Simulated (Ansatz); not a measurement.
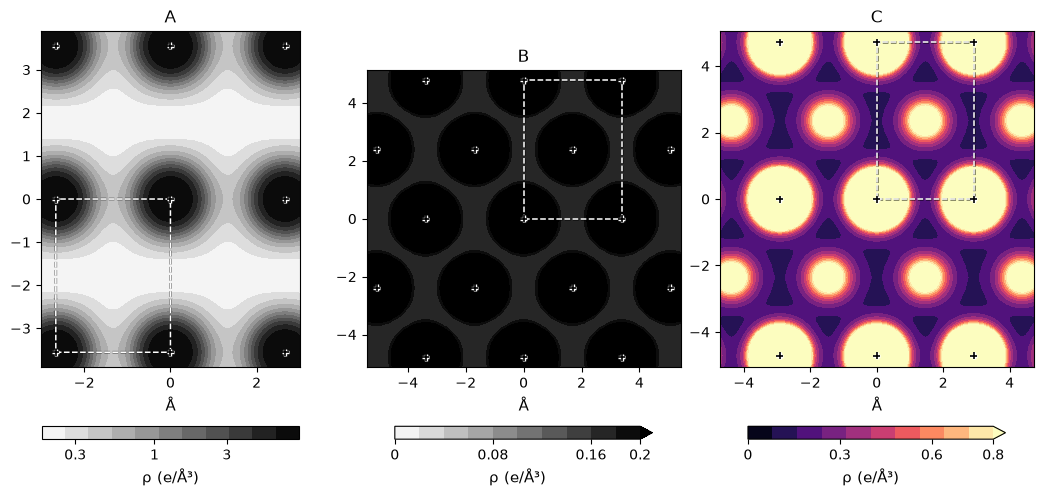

The valence charge density (pseudo) of 3 systems, each on a plane through atoms (crosses mark nuclei in the plane).

Theory: Ansatz, DFT, r2SCAN, plane waves (500 eV) with PAW, scalar-relativistic.

System 1: Ag, the (100) plane of the conventional cell. Space group P6₃/mmc; set up as Ag, hcp; a generated structure, not necessarily the stable one.

```
Ag
1.0
     2.91523    0.00000    0.00000
    -1.45762    2.52466    0.00000
     0.00000    0.00000    4.71455
Ag
2
Direct
  0.33333 0.66667 0.25000
  0.66667 0.33333 0.75000
```

System 2: Ir, the (010) plane of the conventional cell. Space group Cmcm; set up as Ir, beta-Sn type; a generated structure, not necessarily the stable one; changed on purpose from its base cell (volume × 1.0); computed without spin polarisation.

```yaml
crystal:
  lattice:
    - [0.35095, 0.35095, 2.61259]
    - [-4.63948, 4.63948, 0.00000]
    - [-2.46921, -2.46921, 0.66354]
  atoms:
    - { symbol: Ir, position: [0.00000, 0.64703, 0.25000] }
    - { symbol: Ir, position: [0.50000, 0.14703, 0.25000] }
    - { symbol: Ir, position: [0.00000, 0.35297, 0.75000] }
    - { symbol: Ir, position: [0.50000, 0.85297, 0.75000] }
```

System 3: Ti, the (011) plane of the conventional cell. Space group Im-3m; set up as Ti, bcc; a generated structure, not necessarily the stable one; changed on purpose from its base cell (volume × 1.12); computed pressure about −10 GPa in this cell; computed without spin polarisation.

```
Ti
1.0
     3.38163    0.00000    0.00000
     0.00000    3.38163    0.00000
     0.00000    0.00000    3.38163
Ti
2
Direct
  0.00000 0.00000 0.00000
  0.50000 0.50000 0.50000
```

Which map belongs to which system?

Panel A is system 2, Ir: the plane holds Ir. Ir–Ir (2.66 Å): ρ is about 0.49 e/Å³ halfway. Panel B is system 3, Ti: the plane holds Ti. Ti–Ti (2.93 Å): the density is about 0.16 e/Å³ at the midpoint. Panel C is system 1, Ag: the plane holds Ag. Ag–Ag (2.92 Å): ρ at the midpoint is about 0.2 e/Å³.
